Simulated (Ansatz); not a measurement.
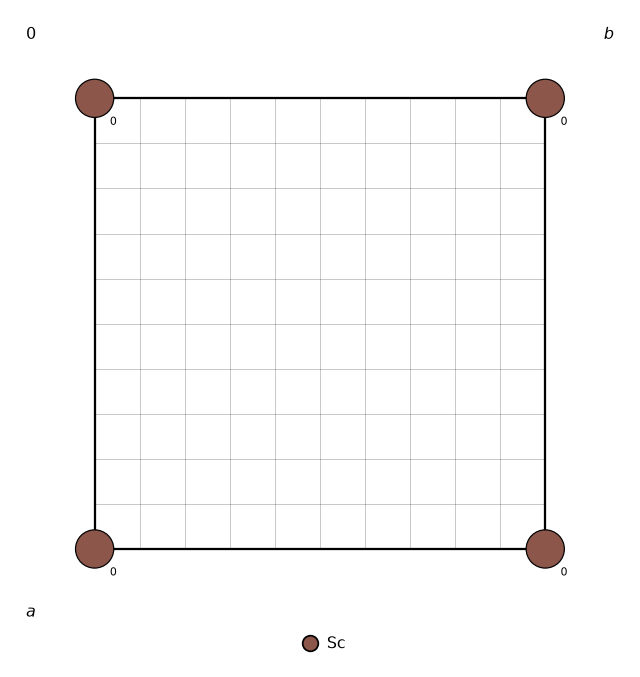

Plan of a unit cell projected along c (a down the page, b across); the numbers are heights as fractions of c, and atoms on the cell's edges are repeated. The grid marks tenths of a and b. Source: the end point of a relaxation with DFT PBE, scalar-relativistic, plane waves, PAW (Ansatz 0.2.0); the starting structure was generated, so it need not be a known form of this composition. Symmetry computed with spglib at a tolerance of 0.002 Å; standard conventional cell.

a = 2.965 Å, b = 2.965 Å, c = 2.965 Å, α = 90.00°, β = 90.00°, γ = 90.00°.

Question: What does the cell contain?

Answer: 1 Sc: Sc, Z = 1.

Question: Which space group?

Answer: No. 221, Pm-3m, primitive cubic.

Question: Give the independent sites, coordinates to two places.

Answer:
```csv
atom,site,symmetry,x,y,z
Sc,1a,m-3m,0.00,0.00,0.00
```
